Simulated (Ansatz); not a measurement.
# Mending a single-point calculation on C$_{10}$N

System: C$_{10}$N (slab, 22 atoms in the cell).
Method of run 1: DFT, PBE, dispersion d3bj, plane waves, PAW, PAW set soft_1, no spin polarisation (Ansatz 0.2.0).

The structure derives from an entry of the Crystallography Open Database. Some settings of this run were made unusual or wrong on purpose. Text and figures count atoms from 1; the logs count them from 0 in places.

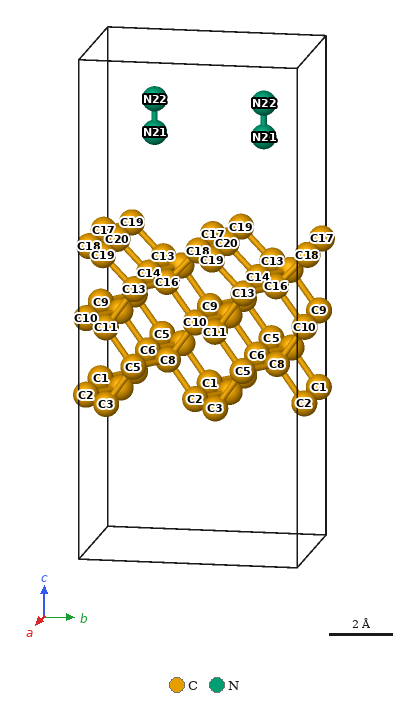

Fig. 1: The structure as given in the input (ball-and-stick view of the 1 × 2 repeat of the cell, with the vacuum cut short, seen slightly off an axis; atoms are numbered from 1 in the order of the input). An atom can appear more than once, as a periodic image. Near neighbours in the periodic cell (some may lie outside the picture): C has 3 C at 1.43 to 1.54 Å; C has 4 C at 1.48 to 1.59 Å; N has 1 N at 1.10 Å.

**Input, run 1**
```yaml
crystal:
  lattice:
    - [5.0304222913, 0.0, 0.0]
    - [0.0, 3.5570457144, 0.0]
    - [0.0, 0.0, 23.3751415636]
  atoms:
    - { symbol: C, position: [0.25, 0.0, 0.1711219583] }
    - { symbol: C, position: [0.75, 0.0, 0.1711219583] }
    - { symbol: C, position: [0.0, 0.25, 0.1711219583] }
    - { symbol: C, position: [0.5, 0.25, 0.1711219583] }
    - { symbol: C, position: [0.0, 0.5, 0.2249229405] }
    - { symbol: C, position: [0.5, 0.5, 0.2249229405] }
    - { symbol: C, position: [0.25, 0.75, 0.2249229405] }
    - { symbol: C, position: [0.75, 0.75, 0.2249229405] }
    - { symbol: C, position: [0.25, 0.0023818349, 0.2785827709] }
    - { symbol: C, position: [0.75, 0.0023818349, 0.2785827709] }
    - { symbol: C, position: [0.0, 0.2476181651, 0.2785827709] }
    - { symbol: C, position: [0.5, 0.2476181651, 0.2785827709] }
    - { symbol: C, position: [0.0, 0.5094747643, 0.3338767234] }
    - { symbol: C, position: [0.5, 0.5094747643, 0.3338767234] }
    - { symbol: C, position: [0.25, 0.7405252357, 0.3338767234] }
    - { symbol: C, position: [0.75, 0.7405252357, 0.3338767234] }
    - { symbol: C, position: [0.25, 0.0286707462, 0.3796829011] }
    - { symbol: C, position: [0.75, 0.0286707462, 0.3796829011] }
    - { symbol: C, position: [0.0, 0.2213292538, 0.3796829011] }
    - { symbol: C, position: [0.5, 0.2213292538, 0.3796829011] }
    - { symbol: "N", position: [0.375, 0.5286707462, 0.5251365657] }
    - { symbol: "N", position: [0.375, 0.5286707462, 0.5721951042] }
basis:
  ecutwfc: "50 eV"
kpoints:
  mp_grid: { grid: [5, 8, 1] }
hamiltonian:
  xc: pbe
  pseudopotentials: { kind: paw, azcp: { folder: soft_1 } }
  dispersion: d3bj
scf:
  occupations: { method: gaussian, width: 0.05 }
  max_iter: 50
output:
  forces: true
  eigenvalues: true
efield:
  axis: 3
  dipole_correction: true
  ramp_width: 0.04
```

Launched with:
```bash
ansatz run input.yaml --threads 2 --pin off --max-ram 6144MiB --backend cpu --events-out ev --progress --plain --runs-dir out
```

Hardware: 2 threads of Arm Neoverse V1, 24 GiB of memory available, shared host.

**Output, shortened to warnings, some set-up lines, iterations and results (run 1)**
```
Warning: basis.ecutwfc = 50 eV is below the records' recommended 420 eV, and the density's cutoff is lower with it unless basis.ecutrho_ratio is high enough to keep the records' density cutoff: compare with a run at a higher cutoff
WARN: efield: at this solve's end the planar-averaged density reaches 5.30e-4 e/Å³ inside the ramp window [0.8089, 0.9344] (bound 1e-5 e/Å³); the window's nearer edge stands 5.53 Å from this solve's nearest atom along the axis. Its work functions, free energy, forces, stress, dipole, levels and responses can be off, and this figure does not tell by how much. The cell may have no vacuum along …
Basis set: ecut = 50 eV, 315 PW (Γ), exchange–correlation on 24×18×108 points (8 copies of the dense FFT grid, shifted against one another)
Symmetry: 1 space group operations
k-points: 21 of 40 (time reversal used)
[...]
SCF iter   1: F=—  HF=-5346.675268 eV  |F-HF|=—  |Δ(HF+E_count)|=         —  Δρ=1.80e-1  dr2=1.82e2  ethr=3.10e-3  p=-0.001 e·Å  D=-2.75e-4 V/Å  ΔV_dip=0.01 eV  …
SCF iter   2: F=—  HF=-5275.899313 eV  |F-HF|=—  |Δ(HF+E_count)|=    7.08e1  Δρ=2.84e-2  dr2=2.19e1  ethr=3.10e-3  p=-0.080 e·Å  D=-3.44e-2 V/Å  ΔV_dip=0.80 eV  …
SCF iter   3: F=—  HF=-5273.281124 eV  |F-HF|=—  |Δ(HF+E_count)|=    2.62e0  Δρ=8.55e-3  dr2=2.59e0  ethr=3.10e-3  p=0.153 e·Å  D=6.62e-2 V/Å  ΔV_dip=-1.55 eV  …
SCF iter   4: F=—  HF=-5273.104358 eV  |F-HF|=—  |Δ(HF+E_count)|=   1.77e-1  Δρ=3.15e-3  dr2=8.76e-1  ethr=2.87e-3  p=0.158 e·Å  D=6.84e-2 V/Å  ΔV_dip=-1.60 eV  …
SCF iter   5: F=—  HF=-5272.995744 eV  |F-HF|=—  |Δ(HF+E_count)|=   1.09e-1  Δρ=1.57e-3  dr2=1.26e-1  ethr=9.73e-4  p=0.083 e·Å  D=3.60e-2 V/Å  ΔV_dip=-0.84 eV  …
[... 9 lines ...]
SCF iter  15: F=—  HF=-5271.844269 eV  |F-HF|=—  |Δ(HF+E_count)|=   4.50e-6  Δρ=2.45e-5  dr2=1.54e-5  ethr=6.63e-8  p=0.000 e·Å  D=1.38e-4 V/Å  ΔV_dip=-0.00 eV  …
SCF iter  16: F=—  HF=-5271.844269 eV  |F-HF|=—  |Δ(HF+E_count)|=   8.38e-7  Δρ=7.22e-6  dr2=7.82e-7  ethr=1.71e-8  p=0.000 e·Å  D=1.29e-4 V/Å  ΔV_dip=-0.00 eV  …
SCF iter  17: F=—  HF=-5271.844268 eV  |F-HF|=—  |Δ(HF+E_count)|=   3.52e-8  Δρ=3.53e-6  dr2=1.42e-7  ethr=8.69e-10  p=0.000 e·Å  D=1.28e-4 V/Å  ΔV_dip=-0.00 eV  …
SCF iter  18: F=-5271.844268 eV  HF=-5271.844268 eV  |F-HF|=7.81e-9  |Δ(HF+E_count)|=   1.83e-8  Δρ=5.91e-7  dr2=7.28e-9  ethr=1.11e-10  p=0.000 e·Å  D=1.29e-4 V/Å  …
SCF 1 converged in 18 iterations: F = -5271.844268 eV  dr2 = 7.28e-9
SCF converged after 18 iterations
Free energy (F): -5271.844268 eV
Harris-Foulkes:  -5271.844268 eV  (|F-HF|=7.81e-9)
Internal energy: -5271.838239 eV  (E = F + TS)
E sigma→0 (E₀):  -5271.841254 eV
Entropy (-TS):   -0.006030 eV (-0.274 meV/atom)
Fermi energy:    1.704312 eV
Dipole field:    D = 0.000091 V/Å  (p = 0.000210 e·Å, saw-weighted, corrected)
Work function:   Φ+ = 7.0018 eV (in doubt: plateau slope 1.9e-1 eV/Å)   Φ− = 7.0676 eV (in doubt: plateau slope 1.5e-1 eV/Å)
Levels:          The Fermi level and band energies are counted from a zero that moves with the ramp; work functions are not
Vacuum region:   at the solve's end the planar-averaged density reaches 5.30e-4 e/Å³ inside the ramp window [0.8089, 0.9344] (bound 1e-5 e/Å³)
--- Per-component energies (eV) ---
  E_band       = -962.266812
  E_kinetic    = 1724.131560
  E_local      = -65838.788514  (includes V_loc(G=0)·N_el)
  E_nonlocal   = 423.681273
  E_hartree    = 32043.901693
  E_xc         = -1052.404956
  E_vxc        = -1304.660349  (∫ρ·V_xc dr)
  E_paw        = -2130.972394  (= ΣΔE_a)
  E_vpaw       = -54.130943  (= ΣTr[D̂ρ^β])
  E_aug_tail   = -0.314555  (compensation charges beyond the density's cutoff)
  E_efield     = 0.000000  (sawtooth field / dipole correction)
  E_vefield    = 0.012233  (∫n·V_field dr)
  E_ewald      = 29562.027907
  E_disp       = -3.100253  (pairwise vdW)
  E_smearing   = -0.006030  (= −TS)
  E_closure    = 0.000000  (closes the sum)
  Σ components = -5271.844268   (vs F -5271.844268, Δ=0.00e0)
--- Forces (eV/Å), atoms counted from 1 ---
  atom   1  C     -0.01969982    -5.91944394    -7.86870308
  atom   2  C      0.02967704    -5.93294714    -7.87175773
  atom   3  C      0.01748036     5.91104269    -7.92882177
  atom   4  C     -0.02429673     5.96603838    -7.95784929
  atom   5  C     -0.01042400     0.37868805     0.99174846
  atom   6  C      0.00413236     0.36144155     0.96212808
  atom   7  C     -0.00493561    -0.37954302     0.93102545
  atom   8  C      0.01892292    -0.38389887     0.98389866
  atom   9  C      0.00288712    -1.84271895     3.55792611
  atom  10  C     -0.00411190    -1.85905017     3.54641611
  atom  11  C      0.00372741     1.89078574     3.54153032
  atom  12  C     -0.01344069     1.82560106     3.58425084
  atom  13  C      0.01444905     0.51723017    -6.26829163
  atom  14  C     -0.00579672     0.57749154    -6.26273450
  atom  15  C      0.02331748    -0.49876857    -6.24640821
  atom  16  C     -0.05650208    -0.48526878    -6.27689000
  atom  17  C     -0.10087378   -10.12036788     9.88378013
  atom  18  C      0.02457951   -10.09097031     9.97159312
  atom  19  C      0.03835744    10.00197658     9.85806470
[...]
```

> What should be changed in this input?

A setting was made wrong on purpose: a cutoff far too low (`basis.ecutwfc`). The plane-wave basis is far from complete, so energies, forces and above all the stress are wrong. The run converged all the same; its numbers are those of the faulty input and shouldn't be used. Notes on the run: the cutoff is below the recommended one; the density in the vacuum is higher than it should be, so vacuum levels may be off.

A run of the same system that converges differs from this input as follows (lines with − go, lines with + come):
```diff
-  ecutwfc: "50 eV"
+  ecutwfc: 420
-  max_iter: 50
```

**Output, shortened to warnings, some set-up lines, iterations and results (run 2)**
```
Basis set: ecut = 420 eV, 8157 PW (Γ), exchange–correlation on 72×48×320 points (8 copies of the dense FFT grid, shifted against one another)
Symmetry: 1 space group operations
k-points: 21 of 40 (time reversal used)
[...]
SCF iter   1: F=—  HF=-5781.088880 eV  |F-HF|=—  |Δ(HF+E_count)|=         —  Δρ=7.84e-2  dr2=2.07e1  ethr=3.10e-3  p=-0.000 e·Å  D=-6.01e-7 V/Å  ΔV_dip=0.00 eV  …
SCF iter   2: F=—  HF=-5775.875382 eV  |F-HF|=—  |Δ(HF+E_count)|=    5.21e0  Δρ=3.59e-2  dr2=1.58e1  ethr=3.10e-3  p=0.290 e·Å  D=1.25e-1 V/Å  ΔV_dip=-2.93 eV  …
SCF iter   3: F=—  HF=-5773.972603 eV  |F-HF|=—  |Δ(HF+E_count)|=    1.90e0  Δρ=5.81e-3  dr2=1.91e-1  ethr=3.10e-3  p=0.092 e·Å  D=4.00e-2 V/Å  ΔV_dip=-0.94 eV  …
SCF iter   4: F=—  HF=-5773.965005 eV  |F-HF|=—  |Δ(HF+E_count)|=   7.60e-3  Δρ=2.80e-3  dr2=4.19e-2  ethr=2.12e-4  p=0.099 e·Å  D=4.30e-2 V/Å  ΔV_dip=-1.00 eV  …
SCF iter   5: F=—  HF=-5773.986362 eV  |F-HF|=—  |Δ(HF+E_count)|=   2.14e-2  Δρ=5.37e-3  dr2=1.52e-1  ethr=4.66e-5  p=0.047 e·Å  D=2.05e-2 V/Å  ΔV_dip=-0.48 eV  …
SCF iter   6: F=—  HF=-5773.958923 eV  |F-HF|=—  |Δ(HF+E_count)|=   2.74e-2  Δρ=8.32e-4  dr2=4.40e-3  ethr=4.66e-5  p=0.074 e·Å  D=3.22e-2 V/Å  ΔV_dip=-0.75 eV  …
SCF iter   7: F=—  HF=-5773.958697 eV  |F-HF|=—  |Δ(HF+E_count)|=   2.25e-4  Δρ=3.12e-4  dr2=7.54e-4  ethr=4.89e-6  p=0.062 e·Å  D=2.67e-2 V/Å  ΔV_dip=-0.62 eV  …
SCF iter   8: F=—  HF=-5773.958728 eV  |F-HF|=—  |Δ(HF+E_count)|=   3.09e-5  Δρ=8.42e-5  dr2=5.38e-5  ethr=8.38e-7  p=0.058 e·Å  D=2.52e-2 V/Å  ΔV_dip=-0.59 eV  …
SCF iter   9: F=—  HF=-5773.958926 eV  |F-HF|=—  |Δ(HF+E_count)|=   1.98e-4  Δρ=2.58e-5  dr2=3.13e-6  ethr=5.98e-8  p=0.058 e·Å  D=2.50e-2 V/Å  ΔV_dip=-0.58 eV  …
SCF iter  10: F=—  HF=-5773.958928 eV  |F-HF|=—  |Δ(HF+E_count)|=   2.27e-6  Δρ=7.68e-6  dr2=2.08e-7  ethr=3.48e-9  p=0.058 e·Å  D=2.49e-2 V/Å  ΔV_dip=-0.58 eV  …
SCF iter  11: F=-5773.958929 eV  HF=-5773.958928 eV  |F-HF|=4.13e-8  |Δ(HF+E_count)|=   5.10e-7  Δρ=2.00e-6  dr2=3.14e-8  ethr=1.11e-10  p=0.058 e·Å  D=2.49e-2 V/Å  …
SCF 1 converged in 11 iterations: F = -5773.958929 eV  dr2 = 3.14e-8
SCF converged after 11 iterations
Free energy (F): -5773.958929 eV
Harris-Foulkes:  -5773.958928 eV  (|F-HF|=4.13e-8)
Internal energy: -5773.953833 eV  (E = F + TS)
E sigma→0 (E₀):  -5773.956381 eV
Entropy (-TS):   -0.005096 eV (-0.232 meV/atom)
Fermi energy:    0.058841 eV
Dipole field:    D = 0.024985 V/Å  (p = 0.057753 e·Å, saw-weighted, corrected)
Work function:   Φ+ = 5.4482 eV   Φ− = 6.0322 eV
Levels:          The Fermi level and band energies are counted from a zero that moves with the ramp; work functions are not
--- Per-component energies (eV) ---
  E_band       = -798.086235
  E_kinetic    = 2016.438786
  E_local      = -67297.753979  (includes V_loc(G=0)·N_el)
  E_nonlocal   = 538.338486
  E_hartree    = 32719.609938
  E_xc         = -1055.283431
  E_vxc        = -1304.498879  (∫ρ·V_xc dr)
  E_paw        = -2254.234053  (= ΣΔE_a)
  E_vpaw       = -193.196570  (= ΣTr[D̂ρ^β])
  E_aug_tail   = 0.002046  (compensation charges beyond the density's cutoff)
  E_efield     = 0.000721  (sawtooth field / dipole correction)
  E_vefield    = 3.360593  (∫n·V_field dr)
  E_ewald      = 29562.027907
  E_disp       = -3.100253  (pairwise vdW)
  E_smearing   = -0.005096  (= −TS)
  E_closure    = -0.000000  (closes the sum)
  Σ components = -5773.958929   (vs F -5773.958929, Δ=0.00e0)
--- Forces (eV/Å), atoms counted from 1 ---
  atom   1  C     -0.00098872     4.27369898     0.96595644
  atom   2  C     -0.00000439     4.27201556     0.96871879
  atom   3  C      0.00023735    -4.27270189     0.96929543
  atom   4  C      0.00075295    -4.27281538     0.96476372
  atom   5  C     -0.00035218     1.06079724    -0.97373802
  atom   6  C      0.00075006     1.06307269    -0.96795243
  atom   7  C     -0.00079139    -1.06233474    -0.96816595
  atom   8  C      0.00038653    -1.06041514    -0.97323175
  atom   9  C     -0.00022230     0.00165841    -0.00370325
  atom  10  C      0.00015104     0.00134168     0.00506352
  atom  11  C     -0.00018661    -0.00172422     0.00558723
  atom  12  C      0.00021938    -0.00478251    -0.00280199
  atom  13  C      0.00326726     0.00627376    -0.00223161
  atom  14  C     -0.00209076     0.00535180     0.01509037
  atom  15  C      0.00385661     0.00012207     0.00872795
  atom  16  C     -0.00494837    -0.00505005    -0.00538524
  atom  17  C     -0.00133800     0.00485779     0.00655060
  atom  18  C     -0.00949693    -0.00235157     0.02750825
  atom  19  C      0.00894815     0.00187444     0.01917536
  atom  20  C      0.00363653    -0.01791786    -0.02787320
  atom  21  N     -0.00263859     0.01273463    -0.34328318
  atom  22  N      0.00085237    -0.00368338     0.31172776
  max |Σ_I F_I| component: 2.01e-4 eV/Å
```

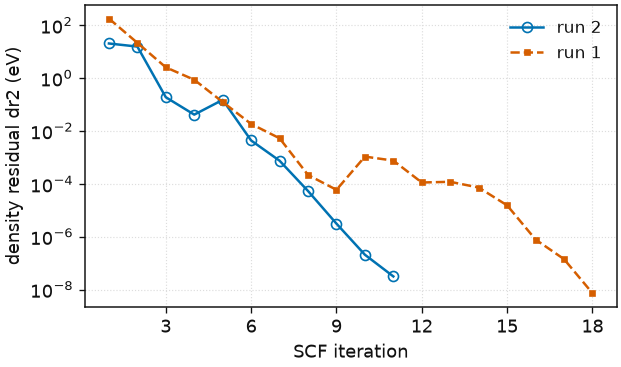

Fig. 2: Convergence of the two runs: density residual dr2 against the SCF iteration. Run 2 takes 11 iterations in all, and run 1 takes 18.

**The two runs side by side**

| quantity | run 1 | run 2 |
| --- | --- | --- |
| outcome | converged | converged |
| free energy per atom (eV) | −239.6293 | −262.4527 |
| gap on the mesh (eV) | 0.00 | 0.00 |
| work function (eV) | – | 5.45 |
| largest force (eV/Å) | 148.309 | 4.382 |
| SCF iterations | 18 | 11 |
| irreducible k-points | 21 | 21 |
| plane waves at Γ | 315 | 8157 |
| wall time (shared host) | 5.3 s | 36 s |

The free energy of run 2 is 22823.4 meV per atom lower, which comes mainly from the change of cutoff or grids; a solver setting shouldn't move a converged energy. The largest force goes from 148.309 to 4.382 eV/Å. More plane waves can only lower the energy of a fixed Hamiltonian, so the higher cutoff gives the lower value. The SCF takes 11 iterations against 18. The plane waves at Γ go from 315 to 8157. On the same kind of shared host run 2 took about 6.8 times as long.
